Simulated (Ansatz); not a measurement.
# Geometry relaxation of GaAs (part 3 of 3)

Continued. System: GaAs (interface cell, 24 atoms in the cell). Method: DFT PBE, scalar-relativistic, plane waves, PAW, no spin polarisation (Ansatz 0.2.0); cutoff 420 eV, 8×4×3 k-mesh, Gaussian smearing of 0.05 eV. The structure derives from an entry of the Crystallography Open Database. It belongs to a series of runs on one base structure; here: antiphase boundary on (2 1 1), species swapped.

Geometry of the input (Å; fractional positions):
```
4.0626  0.0000  0.0000
0.0000  9.9513  0.0000
0.0000  0.0000  14.0733
Ga 0.0000  0.0000  0.0000
Ga 1.0000  0.3333  0.3333
As 0.5000  0.7500  0.2500
Ga 0.0000  0.6667  0.1667
As 0.5000  0.0833  0.0833
As 0.5000  0.4167  0.4167
Ga 0.5000  0.0000  0.2500
Ga 0.0000  0.7500  0.5000
As 0.0000  0.0833  0.3333
Ga 0.5000  0.3333  0.0833
Ga 0.5000  0.6667  0.4167
As 0.0000  0.4167  0.1667
As 1.0000  1.0000  0.5000
As 1.0000  0.3333  0.8333
Ga 0.5000  0.7500  0.7500
As 0.0000  0.6667  0.6667
Ga 0.5000  0.0833  0.5833
Ga 0.5000  0.4167  0.9167
As 0.5000  0.0000  0.7500
As 1.0000  0.7500  0.0000
Ga 0.0000  0.0833  0.8333
As 0.5000  0.3333  0.5833
As 0.5000  0.6667  0.9167
Ga 0.0000  0.4167  0.6667
```

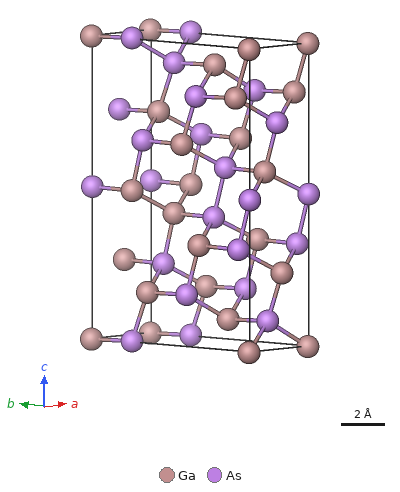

Figure 1. The geometry at step 4 of the log (ball-and-stick view of the cell of the calculation, seen at an oblique angle).

Log, continued:
```
  k-point 2: bands = ["-28.3764", "-28.3358", "-28.3179", "-28.2790", "-28.2530", "-28.2398", "-28.2125", "-28.2045", "-28.1953", "-28.1772", "-28.1638", "-28.1636", "-28.1045", "-28.1044", "-28.1033", "-28.1033", "-28.0541", "-28.0541", "-28.0494", "-28.0492", "-28.0389", "-28.0388", "-28.0284", "-28.0283", "-28.0276", "-28.0276", "-27.9775", "-27.9775", "-27.9765", "-27.9765", "-27.6302", "-27.6302", "-27.6293", "-27.6293", "-27.6161", "-27.6161", "-27.6122", "-27.6122", "-27.6102", "-27.6102",
      "-27.5797", "-27.5797", "-27.5761", "-27.5761", "-27.5602", "-27.5602", "-27.5500", "-27.5500", "-27.5468", "-27.5468", "-27.5102", "-27.5102", "-27.5014", "-27.5014", "-27.4993", "-27.4993", "-27.4821", "-27.4821", "-27.4801", "-27.4801", "-7.3997", "-7.3798", "-7.3739", "-7.3726", "-7.3384", "-7.3349", "-7.3316", "-7.3307", "-7.3232", "-7.3215", "-7.2920", "-7.2917", "-7.2908", "-7.2886", "-7.2884", "-7.2800", "-7.2797", "-7.2784", "-7.2726", "-7.2689",
      "-7.2542", "-7.2541", "-7.2407", "-7.2400", "-7.2378", "-7.2377", "-7.2131", "-7.2131", "-7.1993", "-7.1992", "-7.0812", "-7.0705", "-7.0191", "-7.0040", "-6.9615", "-6.9576", "-6.9563", "-6.9546", "-6.9462", "-6.9410", "-6.9301", "-6.9093", "-6.9019", "-6.8929", "-6.8827", "-6.8768", "-6.8210", "-6.8094", "-6.8093", "-6.7958", "-6.7832", "-6.7765", "-6.7727", "-6.7456", "-6.7252", "-6.6980", "-6.6295", "-6.5742", "-6.5571", "-6.4645",
      "-5.3939", "-5.1383", "-4.6478", "-4.2526", "-3.9403", "-3.7816", "-3.5834", "-3.1876", "-3.0892", "-2.9622", "-2.5227", "-1.4170", "0.0961", "0.9476", "1.1468", "1.2415", "1.4454", "1.7296", "2.4611", "2.8257", "3.1995", "3.5439", "3.7685", "3.9141", "4.2791", "4.3071", "4.4134", "4.6186", "5.0022", "5.0200", "5.3279", "5.5251", "5.6413", "5.8038", "5.9261", "6.0060", "6.1258", "6.2390", "6.2411", "6.4478",
      "6.6367", "6.7152", "6.7988", "6.8438", "7.0339", "7.2188", "7.4592", "7.5717", "8.2710", "8.5392", "8.6563", "8.9133", "9.0458", "9.1085", "9.3440", "9.4139", "9.5969", "9.8896", "9.9805", "10.0571", "10.0724", "10.3082", "10.4288", "10.5379", "10.8999", "11.0794", "11.3399", "11.4479", "11.5610", "11.8854", "11.9106", "12.1102", "12.1169", "12.1527", "12.1874", "12.3661", "12.5044", "12.5550", "12.8275", "13.0604",
      "13.1578", "13.2713"]
  k-point 34: bands = ["-28.3597", "-28.3597", "-28.2844", "-28.2844", "-28.2626", "-28.2626", "-28.1998", "-28.1998", "-28.1886", "-28.1886", "-28.1635", "-28.1635", "-28.1044", "-28.1044", "-28.1036", "-28.1036", "-28.0543", "-28.0543", "-28.0489", "-28.0489", "-28.0388", "-28.0388", "-28.0279", "-28.0279", "-28.0274", "-28.0274", "-27.9768", "-27.9768", "-27.9767", "-27.9767", "-27.6305", "-27.6305", "-27.6285", "-27.6285", "-27.6158", "-27.6158", "-27.6121", "-27.6121", "-27.6105", "-27.6105",
      "-27.5796", "-27.5796", "-27.5760", "-27.5760", "-27.5604", "-27.5604", "-27.5503", "-27.5503", "-27.5458", "-27.5458", "-27.5099", "-27.5099", "-27.5017", "-27.5017", "-27.4992", "-27.4992", "-27.4812", "-27.4812", "-27.4803", "-27.4803", "-7.4047", "-7.4047", "-7.3760", "-7.3760", "-7.3471", "-7.3471", "-7.3429", "-7.3429", "-7.3086", "-7.3086", "-7.3028", "-7.3028", "-7.2900", "-7.2900", "-7.2824", "-7.2824", "-7.2748", "-7.2748", "-7.2637", "-7.2637",
      "-7.2530", "-7.2530", "-7.2478", "-7.2478", "-7.2366", "-7.2366", "-7.2079", "-7.2079", "-7.2039", "-7.2039", "-7.0668", "-7.0668", "-7.0086", "-7.0086", "-6.9814", "-6.9814", "-6.9705", "-6.9705", "-6.9399", "-6.9399", "-6.9269", "-6.9269", "-6.9064", "-6.9064", "-6.8755", "-6.8755", "-6.8344", "-6.8344", "-6.7953", "-6.7953", "-6.7826", "-6.7826", "-6.6964", "-6.6964", "-6.6877", "-6.6877", "-6.6350", "-6.6350", "-6.5067", "-6.5067",
      "-4.2248", "-4.2248", "-3.6215", "-3.6215", "-3.1519", "-3.1519", "-2.9701", "-2.9701", "-2.7471", "-2.7471", "-2.1025", "-2.1025", "0.7359", "0.7359", "0.9547", "0.9547", "1.1743", "1.1743", "1.4454", "1.4454", "1.8555", "1.8555", "2.1838", "2.1838", "3.7599", "3.7599", "4.0416", "4.0416", "4.1881", "4.1881", "4.3447", "4.3447", "4.7376", "4.7376", "4.8537", "4.8537", "5.0853", "5.0853", "5.3034", "5.3034",
      "5.6625", "5.6625", "5.8904", "5.8904", "6.3360", "6.3360", "6.4401", "6.4401", "8.6810", "8.6810", "9.2855", "9.2855", "9.5931", "9.5931", "9.7350", "9.7350", "10.0864", "10.0864", "10.5288", "10.5288", "10.7000", "10.7000", "10.9951", "10.9951", "11.0720", "11.0720", "11.3517", "11.3517", "11.7056", "11.7056", "11.9932", "11.9932", "12.2245", "12.2245", "12.7944", "12.7944", "13.1365", "13.1365", "13.2981", "13.2981",
      "13.7558", "13.7558"]
--- Relaxed structure (5 steps of the walk, 5 accepted, 1 SCFs on fresh bases) ---
  F+E_penalty+E_count = -103675.80907148 eV   max|allowed force component| = 4.665e-3 eV/Å   (the final SCF, on the basis selected at the relaxed cell)
  cell:  # Å, volume = 573.8989 Å³
    - [4.0626003926, -4.724032726576308e-128, 4.4978827675800575e-112]
    - [-1.1571469708203722e-127, 9.9512979906, 2.0366429235313024e-113]
    - [1.558112295969174e-111, 2.8802480441645224e-113, 14.19552702009342]
  atoms:
    - { symbol: Ga, position: [5.060502969780472e-34, 0.005899446388231573, -0.002535530179314244] }
    - { symbol: Ga, position: [1.0, 0.323932463840327, 0.3368774741428181] }
    - { symbol: As, position: [0.5, 0.735593243077934, 0.2487145936190674] }
    - { symbol: Ga, position: [-1.781324798323397e-33, 0.6503849106175064, 0.16749722845007475] }
    - { symbol: As, position: [0.5, 0.07356093650617204, 0.08894993334090723] }
    - { symbol: As, position: [0.5, 0.4164483782732293, 0.4156947299861292] }
    - { symbol: Ga, position: [0.5, -0.01611525519042351, 0.2512013945470523] }
    - { symbol: Ga, position: [-1.3783247475516058e-33, 0.747607655217847, 0.4988356063312813] }
    - { symbol: As, position: [9.07381729542459e-34, 0.07314816355307525, 0.33403301090217336] }
    - { symbol: Ga, position: [0.5, 0.3247811149172313, 0.08326409164758518] }
    - { symbol: Ga, position: [0.5, 0.6690590114488195, 0.4178310603353854] }
    - { symbol: As, position: [6.1268199896915005e-34, 0.4019167493751245, 0.17089276068977338] }
    - { symbol: As, position: [1.0, 1.0002182883934374, 0.5009719366805375] }
    - { symbol: As, position: [1.0, 0.34310573016049456, 0.8277167333257596] }
    - { symbol: Ga, position: [0.5, 0.7662817560491602, 0.7491694382165921] }
    - { symbol: As, position: [-1.582690841057161e-34, 0.6810734235887326, 0.6679520730475994] }
    - { symbol: Ga, position: [0.5, 0.09273420282633961, 0.5797891925238488] }
    - { symbol: Ga, position: [0.5, 0.41076722027843515, 0.919202196845981] }
    - { symbol: As, position: [0.5, 0.014749917291542245, 0.7457739059768934] }
    - { symbol: As, position: [1.0, 0.7487423227958163, 0.0024566102725339747] }
    - { symbol: Ga, position: [7.5492480659212515e-34, 0.09188555174943533, 0.8334025750190815] }
    - { symbol: As, position: [0.5, 0.34351850311359144, 0.5826336557644934] }
    - { symbol: As, position: [0.5, 0.6679243438708502, 0.9142100563941329] }
    - { symbol: Ga, position: [1.4423197583356411e-33, 0.4327819218570901, 0.6654652721196145] }
--- Löwdin populations: 24 sites ---
  site symbol       q [e]
     0     Ga     13.0130
     1     Ga     12.9690
     2     As     15.0009
     3     Ga     12.9567
     4     As     15.0099
     5     As     14.9239
     6     Ga     12.9600
     7     Ga     13.0559
     8     As     14.9375
     9     Ga     13.0084
    10     Ga     13.0559
    11     As     15.0058
    12     As     14.9239
    13     As     15.0099
    14     Ga     12.9567
    15     As     15.0009
    16     Ga     12.9690
    17     Ga     13.0130
    18     As     15.0058
    19     As     14.9015
    20     Ga     13.0084
    21     As     14.9375
    22     As     14.9015
    23     Ga     12.9600
  spilling = 0.001533 (of n_electrons = 336.000000)
```

File populations.tsv:
```
# site	symbol	l	j	q
# orbitals = lowdin
# n_electrons = 336.000000
# spilling = 0.001533
0	Ga	0_4S	-	1.177369
0	Ga	1_4P	-	1.848162
0	Ga	2_3D	-	9.987430
1	Ga	0_4S	-	1.176318
1	Ga	1_4P	-	1.804275
1	Ga	2_3D	-	9.988403
2	As	0_4S	-	1.492359
2	As	1_4P	-	3.511358
2	As	2_3D	-	9.997135
3	Ga	0_4S	-	1.174044
3	Ga	1_4P	-	1.794000
3	Ga	2_3D	-	9.988634
4	As	0_4S	-	1.497159
4	As	1_4P	-	3.515492
4	As	2_3D	-	9.997289
5	As	0_4S	-	1.536801
5	As	1_4P	-	3.389504
5	As	2_3D	-	9.997643
6	Ga	0_4S	-	1.168839
6	Ga	1_4P	-	1.802783
6	Ga	2_3D	-	9.988390
7	Ga	0_4S	-	1.165711
7	Ga	1_4P	-	1.906095
7	Ga	2_3D	-	9.984073
8	As	0_4S	-	1.536573
8	As	1_4P	-	3.403269
8	As	2_3D	-	9.997658
9	Ga	0_4S	-	1.154891
9	Ga	1_4P	-	1.866511
9	Ga	2_3D	-	9.987009
10	Ga	0_4S	-	1.165711
10	Ga	1_4P	-	1.906095
10	Ga	2_3D	-	9.984073
11	As	0_4S	-	1.495818
11	As	1_4P	-	3.512709
11	As	2_3D	-	9.997225
12	As	0_4S	-	1.536801
12	As	1_4P	-	3.389504
12	As	2_3D	-	9.997643
13	As	0_4S	-	1.497159
13	As	1_4P	-	3.515492
13	As	2_3D	-	9.997289
14	Ga	0_4S	-	1.174044
14	Ga	1_4P	-	1.794000
14	Ga	2_3D	-	9.988634
15	As	0_4S	-	1.492359
15	As	1_4P	-	3.511358
15	As	2_3D	-	9.997135
16	Ga	0_4S	-	1.176318
16	Ga	1_4P	-	1.804275
16	Ga	2_3D	-	9.988403
17	Ga	0_4S	-	1.177369
17	Ga	1_4P	-	1.848162
17	Ga	2_3D	-	9.987430
18	As	0_4S	-	1.495818
18	As	1_4P	-	3.512709
18	As	2_3D	-	9.997225
19	As	0_4S	-	1.618262
19	As	1_4P	-	3.284953
19	As	2_3D	-	9.998244
20	Ga	0_4S	-	1.154891
20	Ga	1_4P	-	1.866511
20	Ga	2_3D	-	9.987009
21	As	0_4S	-	1.536573
21	As	1_4P	-	3.403269
21	As	2_3D	-	9.997658
22	As	0_4S	-	1.618262
22	As	1_4P	-	3.284953
22	As	2_3D	-	9.998244
23	Ga	0_4S	-	1.168839
23	Ga	1_4P	-	1.802783
23	Ga	2_3D	-	9.988390
```

Trajectory as extended XYZ (Å, eV, eV/Å), 4 of the 6 frames kept, from step=1 to step=6:
```
24
Lattice="4.0626 0.0000 0.0000 0.0000 9.9513 0.0000 0.0000 0.0000 14.0733" Properties=species:S:1:pos:R:3:forces:R:3 step=1 energy=-103675.57428 pressure_GPa=1.19
Ga    0.0000    0.0000    0.0000    0.0000   0.4593  -0.3757
Ga    4.0626    3.3171    4.6911    0.0000   0.0093  -0.0151
As    2.0313    7.4635    3.5183    0.0000  -0.0953  -0.0892
Ga    0.0000    6.6342    2.3455    0.0000  -0.1736   0.1736
As    2.0313    0.8293    1.1728    0.0000  -0.2409   0.4934
As    2.0313    4.1464    5.8639    0.0000  -0.0775  -0.0272
Ga    2.0313    0.0000    3.5183    0.0000  -0.1774  -0.1965
Ga    0.0000    7.4635    7.0366    0.0000  -0.2017  -0.0930
As    0.0000    0.8293    4.6911    0.0000  -0.0518   0.0784
Ga    2.0313    3.3171    1.1728    0.0000   0.1396  -0.3162
Ga    2.0313    6.6342    5.8639    0.0000   0.2017   0.0930
As    0.0000    4.1464    2.3455    0.0000  -0.1358   0.3604
As    4.0626    9.9513    7.0366    0.0000   0.0775   0.0272
As    4.0626    3.3171   11.7277    0.0000   0.2409  -0.4934
Ga    2.0313    7.4635   10.5549    0.0000   0.1736  -0.1736
As    0.0000    6.6342    9.3822    0.0000   0.0953   0.0892
Ga    2.0313    0.8293    8.2094    0.0000  -0.0093   0.0151
Ga    2.0313    4.1464   12.9005    0.0000  -0.4593   0.3757
As    2.0313    0.0000   10.5549    0.0000   0.1358  -0.3604
As    4.0626    7.4635    0.0000    0.0000  -0.2395   0.0510
Ga    0.0000    0.8293   11.7277    0.0000  -0.1396   0.3162
As    2.0313    3.3171    8.2094    0.0000   0.0518  -0.0784
As    2.0313    6.6342   12.9005    0.0000   0.2395  -0.0510
Ga    0.0000    4.1464    9.3822    0.0000   0.1774   0.1965
24
Lattice="4.0626 0.0000 0.0000 0.0000 9.9513 0.0000 0.0000 0.0000 14.1988" Properties=species:S:1:pos:R:3:forces:R:3 step=3 energy=-103675.80634 pressure_GPa=0.52
Ga    0.0000    0.0503   -0.0342    0.0000   0.0264  -0.0133
Ga    4.0626    3.2239    4.7790    0.0000  -0.0172   0.0213
As    2.0313    7.3193    3.5297    0.0000   0.0123   0.0024
Ga    0.0000    6.4731    2.3762    0.0000  -0.0320   0.0135
As    2.0313    0.7308    1.2597    0.0000   0.0060   0.0059
As    2.0313    4.1378    5.9045    0.0000  -0.0114  -0.0064
Ga    2.0313   -0.1585    3.5638    0.0000  -0.0220   0.0023
Ga    0.0000    7.4526    7.0881    0.0000  -0.0739  -0.0477
As    0.0000    0.7279    4.7400    0.0000   0.0092   0.0026
Ga    2.0313    3.2324    1.1784    0.0000  -0.0027   0.0051
Ga    2.0313    6.6450    5.9275    0.0000   0.0739   0.0477
As    0.0000    3.9966    2.4267    0.0000   0.0318  -0.0292
As    4.0626    9.9599    7.1111    0.0000   0.0114   0.0064
As    4.0626    3.4155   11.7558    0.0000  -0.0060  -0.0059
Ga    2.0313    7.6246   10.6394    0.0000   0.0320  -0.0135
As    0.0000    6.7784    9.4859    0.0000  -0.0123  -0.0024
Ga    2.0313    0.9224    8.2365    0.0000   0.0172  -0.0213
Ga    2.0313    4.0961   13.0498    0.0000  -0.0264   0.0133
As    2.0313    0.1498   10.5889    0.0000  -0.0318   0.0292
As    4.0626    7.4480    0.0352    0.0000  -0.0061  -0.0109
Ga    0.0000    0.9140   11.8371    0.0000   0.0027  -0.0051
As    2.0313    3.4185    8.2756    0.0000  -0.0092  -0.0026
As    2.0313    6.6497   12.9804    0.0000   0.0061   0.0109
Ga    0.0000    4.3048    9.4518    0.0000   0.0220  -0.0023
24
Lattice="4.0626 0.0000 0.0000 0.0000 9.9513 0.0000 0.0000 0.0000 14.1954" Properties=species:S:1:pos:R:3:forces:R:3 step=4 energy=-103675.80798 pressure_GPa=0.52
Ga    0.0000    0.0570   -0.0353    0.0000   0.0056  -0.0055
Ga    4.0626    3.2235    4.7797    0.0000  -0.0020   0.0131
As    2.0313    7.3200    3.5305    0.0000  -0.0031  -0.0021
Ga    0.0000    6.4716    2.3782    0.0000   0.0018  -0.0014
As    2.0313    0.7315    1.2621    0.0000   0.0021   0.0046
As    2.0313    4.1428    5.9015    0.0000  -0.0112  -0.0073
Ga    2.0313   -0.1607    3.5655    0.0000   0.0026   0.0019
Ga    0.0000    7.4434    7.0824    0.0000  -0.0213  -0.0137
As    0.0000    0.7278    4.7415    0.0000  -0.0001  -0.0039
Ga    2.0313    3.2317    1.1808    0.0000  -0.0010  -0.0002
Ga    2.0313    6.6542    5.9301    0.0000   0.0213   0.0137
As    0.0000    3.9992    2.4252    0.0000   0.0008  -0.0072
As    4.0626    9.9549    7.1109    0.0000   0.0112   0.0073
As    4.0626    3.4149   11.7504    0.0000  -0.0021  -0.0046
Ga    2.0313    7.6261   10.6343    0.0000  -0.0018   0.0014
As    0.0000    6.7777    9.4819    0.0000   0.0031   0.0021
Ga    2.0313    0.9229    8.2328    0.0000   0.0020  -0.0131
Ga    2.0313    4.0894   13.0478    0.0000  -0.0056   0.0055
As    2.0313    0.1472   10.5873    0.0000  -0.0008   0.0072
As    4.0626    7.4504    0.0351    0.0000  -0.0028   0.0001
Ga    0.0000    0.9147   11.8317    0.0000   0.0010   0.0002
As    2.0313    3.4185    8.2709    0.0000   0.0001   0.0039
As    2.0313    6.6473   12.9774    0.0000   0.0028  -0.0001
Ga    0.0000    4.3071    9.4470    0.0000  -0.0026  -0.0019
24
Lattice="4.0626 0.0000 0.0000 0.0000 9.9513 0.0000 0.0000 0.0000 14.1955" Properties=species:S:1:pos:R:3:forces:R:3 step=6 energy=-103675.80907 pressure_GPa=0.52
Ga    0.0000    0.0587   -0.0360    0.0000   0.0027  -0.0017
Ga    4.0626    3.2235    4.7822    0.0000  -0.0015  -0.0017
As    2.0313    7.3201    3.5306    0.0000   0.0013  -0.0028
Ga    0.0000    6.4722    2.3777    0.0000  -0.0007   0.0018
As    2.0313    0.7320    1.2627    0.0000  -0.0002   0.0007
As    2.0313    4.1442    5.9010    0.0000  -0.0041   0.0047
Ga    2.0313   -0.1604    3.5659    0.0000   0.0001  -0.0001
Ga    0.0000    7.4397    7.0812    0.0000   0.0012   0.0014
As    0.0000    0.7279    4.7418    0.0000  -0.0004   0.0032
Ga    2.0313    3.2320    1.1820    0.0000  -0.0007  -0.0004
Ga    2.0313    6.6580    5.9313    0.0000  -0.0012  -0.0014
As    0.0000    3.9996    2.4259    0.0000  -0.0003  -0.0005
As    4.0626    9.9535    7.1116    0.0000   0.0041  -0.0047
As    4.0626    3.4143   11.7499    0.0000   0.0002  -0.0007
Ga    2.0313    7.6255   10.6349    0.0000   0.0007  -0.0018
As    0.0000    6.7776    9.4819    0.0000  -0.0013   0.0028
Ga    2.0313    0.9228    8.2304    0.0000   0.0015   0.0017
Ga    2.0313    4.0877   13.0486    0.0000  -0.0027   0.0017
As    2.0313    0.1468   10.5867    0.0000   0.0003   0.0005
As    4.0626    7.4510    0.0349    0.0000   0.0015   0.0006
Ga    0.0000    0.9144   11.8306    0.0000   0.0007   0.0004
As    2.0313    3.4185    8.2708    0.0000   0.0004  -0.0032
As    2.0313    6.6467   12.9777    0.0000  -0.0015  -0.0006
Ga    0.0000    4.3067    9.4466    0.0000  -0.0001   0.0001
```

Summary:

| quantity | value |
| --- | --- |
| outcome | converged |
| electrons treated | 336 |
| free energy | −103675.8091 eV |
| Fermi energy | 8.112 eV |
| gap on the k-point mesh | none (metallic) |
| final volume | 573.90 Å³ |
| largest force (length of the vector) at the end | 0.006 eV/Å |
| hardware | 4 threads of Intel Xeon (Sapphire Rapids), 192 GiB of memory available, shared host |
| wall time | 11 min (CPU time 41 min) |
| peak memory | 4.2 GiB |
